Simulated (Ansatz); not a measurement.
# Calculations on TiB

Part 1: Relaxation

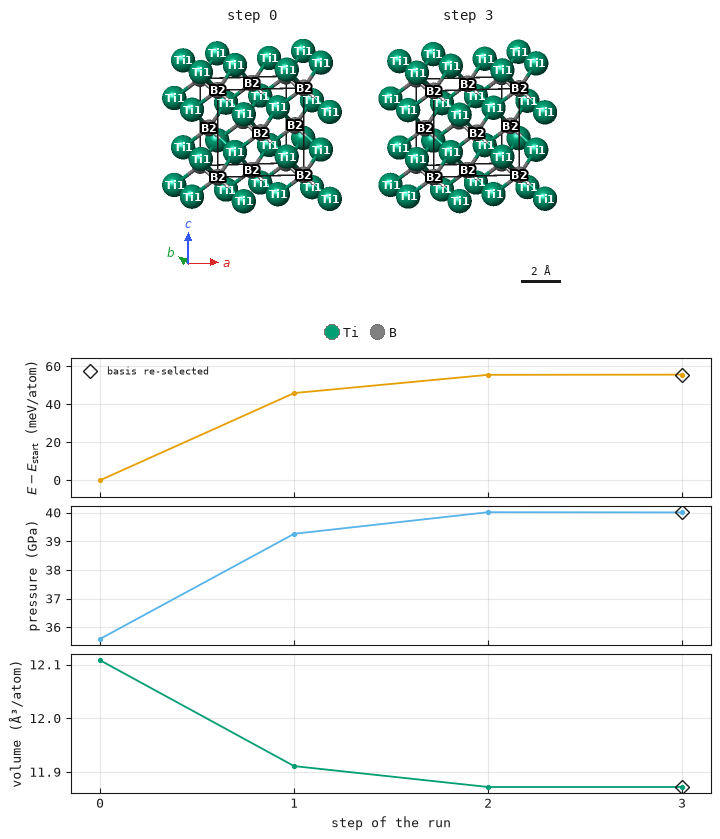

First and last geometry of a relaxation of crystalline TiB (set up in F-43m), with the history of the run. A ball-and-stick model of the conventional cell (4 times the calculation's cell), seen slightly off an axis. Lengths and directions refer to the drawn axes.

Case: relaxed at 40 GPa.

Method: DFT r2SCAN, scalar-relativistic, plane waves, PAW (Ansatz 0.2.0).

Input file:
```yaml
crystal:
  lattice:
    - [0.0, 2.2962706048, 2.2962706048]
    - [2.2962706048, 0.0, 2.2962706048]
    - [2.2962706048, 2.2962706048, 0.0]
  atoms:
    - { symbol: Ti, position: [0.75, 0.75, 0.75] }
    - { symbol: B, position: [0.0, 0.0, 0.0] }
basis:
  ecutwfc: 500
kpoints:
  mp_grid: { grid: [16, 16, 16] }
hamiltonian:
  xc: r2scan
scf:
  occupations: { method: gaussian, width: 0.1 }
output:
  forces: true
  stress: true
  eigenvalues: true
  write_density: true
  write_potential: true
  elf: true
  volumetric_format: npy
relax:
  adjacent_minimum: "off"
  f_tol: 0.008
  max_steps: 50
  cell: { stress_tol: 0.08, p_target: 40.0 }
```

Run as
```bash
ansatz run input.yaml --threads 1 --pin off --max-ram 2560MiB --backend cpu --events-out ev --progress --plain --runs-dir out
```

> What do the curves and the structures tell?

It converged. The atoms keep their places relative to the cell (all moves are under 0.005 Å). Cell: a = b = c 4.593 → 4.563 Å (−0.7 %). Volume −1.9 %. Near-neighbour distances that change, for instance: Ti1–B2 1.989 → 1.976 Å. The space group stays F-43m (No. 216). The energy rises by 55.6 meV per atom in 2 accepted moves (3 points after the start). With the target pressure of 40 GPa, the enthalpy E + pV changes by −3.3 meV per atom. All forces vanish by symmetry, so only the cell relaxes. Pressure: 35.59 GPa at the start and 40.01 GPa at the end. At 1 point the geometry stayed and the basis and grid were re-selected for the new cell (energy shift of 0.1 meV per atom at most each time). The run took 29 s on 1 thread of Arm Neoverse V2 (shared host), peak memory 0.43 GiB.

Part 2: Relaxation

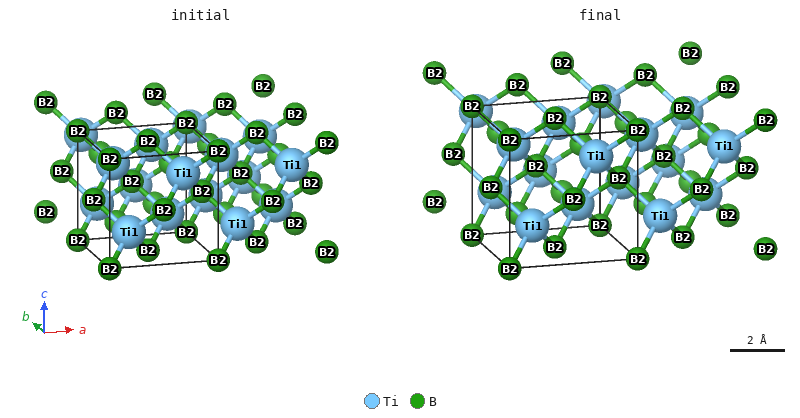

The structure of solid TiB (set up in F-43m) (coarse preliminary run) before (left) and after (right) a relaxation, at one scale.

Style: ball-and-stick. Shown: the conventional cell (4 times the calculation's cell), repeated 2 × 2 × 1 with one cell outlined, slightly off an axis. Lengths and directions refer to the drawn axes.

Theory: DFT r2SCAN, scalar-relativistic, plane waves, PAW (Ansatz 0.2.0).

Input
```yaml
crystal:
  lattice:
    - [0.0, 2.101, 2.101]
    - [2.101, 0.0, 2.101]
    - [2.101, 2.101, 0.0]
  atoms:
    - { symbol: Ti, position: [0.75, 0.75, 0.75] }
    - { symbol: B, position: [0.0, 0.0, 0.0] }
basis:
  ecutwfc: 500
kpoints:
  mp_grid: { grid: [8, 8, 8] }
hamiltonian:
  xc: r2scan
scf:
  occupations: { method: gaussian, width: 0.1 }
output:
  forces: true
  stress: true
  eigenvalues: true
relax:
  adjacent_minimum: "off"
  f_tol: 0.05
  max_steps: 80
  cell: { stress_tol: 0.5 }
```

Launched with:
```bash
ansatz run input.yaml --threads 1 --pin off --max-ram 2560MiB --backend cpu --events-out ev --progress --plain --runs-dir out
```

**Describe what moved and what it gained.**

No atom moves by more than 0.005 Å relative to the cell. The drawn cell changes as follows: a = b = c 4.202 → 4.948 Å (+17.8 %); the volume changes by +63.3 %. Some distances before and after: Ti1–Ti1 2.971 → 3.499 Å, Ti1–B2 1.820 → 2.143 Å. The space group stays F-43m (No. 216). The energy falls by 1555 meV per atom in 4 accepted moves (5 points after the start). All forces vanish by symmetry, so only the cell relaxes. Pressure: 121.06 GPa at the start and 0.36 GPa at the end. The SCF was repeated once at an unchanged geometry on a basis and grid sized afresh for the cell, which shifted the energy by 6.8 meV per atom at most.

Part 3: A change

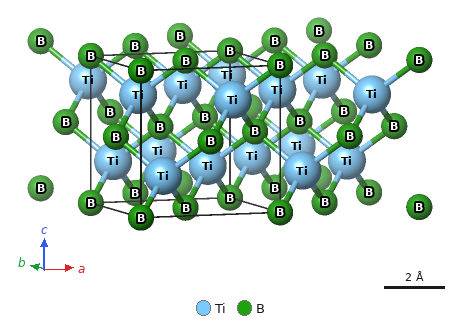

Reference structure: a crystal of TiB (set up in F-43m). Style: ball-and-stick. Shown: the conventional cell (4 times the calculation's cell), repeated 2 × 2 × 1 with one cell outlined, slightly off an axis. Lengths and directions refer to the drawn axes.

Computed with DFT r2SCAN, scalar-relativistic, plane waves, PAW in Ansatz. (plane-wave cutoff 500 eV; k-point mesh 14 × 14 × 14; occupations gaussian; smearing width 0.1 eV; no spin polarisation)

Now this is done to it. The crystal is put under a hydrostatic pressure of 10 GPa. Cell and atoms are relaxed at that pressure.

> What does the calculation give for the changed structure?

Energy change: +35.1 meV per atom. The pressure goes from 0.0 to 10.0 GPa. The drawn cell changes as follows: a = b = c 4.953 → 4.819 Å (−2.7 %); the volume changes by −7.9 %. No atom moves by more than 0.005 Å relative to the cell. Some distances before and after: B–Ti 2.145 → 2.087 Å. The space group stays F-43m (No. 216).

The changed structure in the same view:

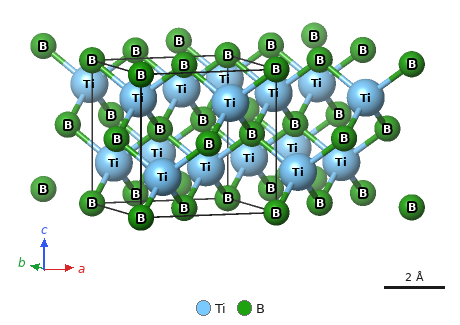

Part 4: Series

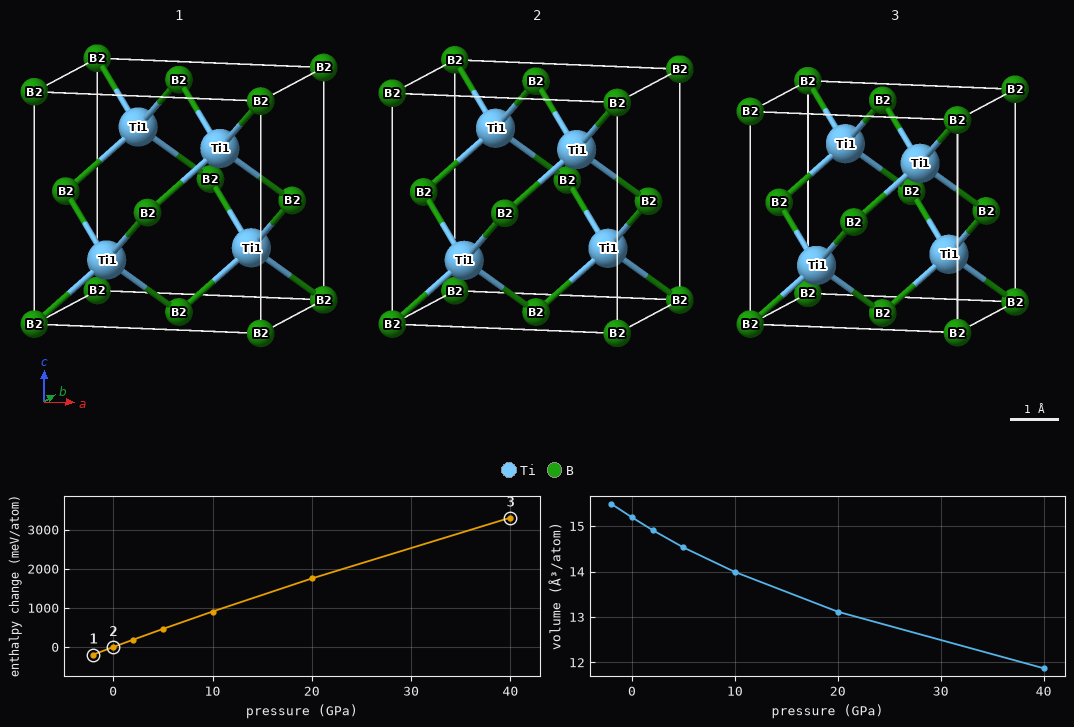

Members of a series of calculations on a crystal of TiB (set up in F-43m), marked on the first curve. A ball-and-stick model of the conventional cell (4 times the calculation's cell), seen slightly off an axis. Lengths and directions refer to the drawn axes.

Computed with Ansatz 0.2.0, DFT r2SCAN, scalar-relativistic, plane waves, PAW. Set-up: plane-wave cutoff 500 eV; occupations gaussian; smearing width 0.1 eV; no spin polarisation. The k-mesh is chosen for each cell (14×14×14, 16×16×16).

Question: Describe the series.

Answer: The structure is relaxed at several pressures. 1 (pressure −2.0 GPa): enthalpy change −191 meV/atom, volume 15.49 Å³ per atom. 2 (pressure 0.0 GPa): enthalpy change 0.0 meV/atom, volume 15.19 Å³ per atom. 3 (pressure 40.0 GPa): enthalpy change 3309 meV/atom, volume 11.87 Å³ per atom. The rest compares 1 with 3. The drawn cell changes as follows: a = b = c 4.985 → 4.563 Å (−8.5 %); the volume changes by −23.3 %. Some distances before and after: B–Ti 2.159 → 1.976 Å.
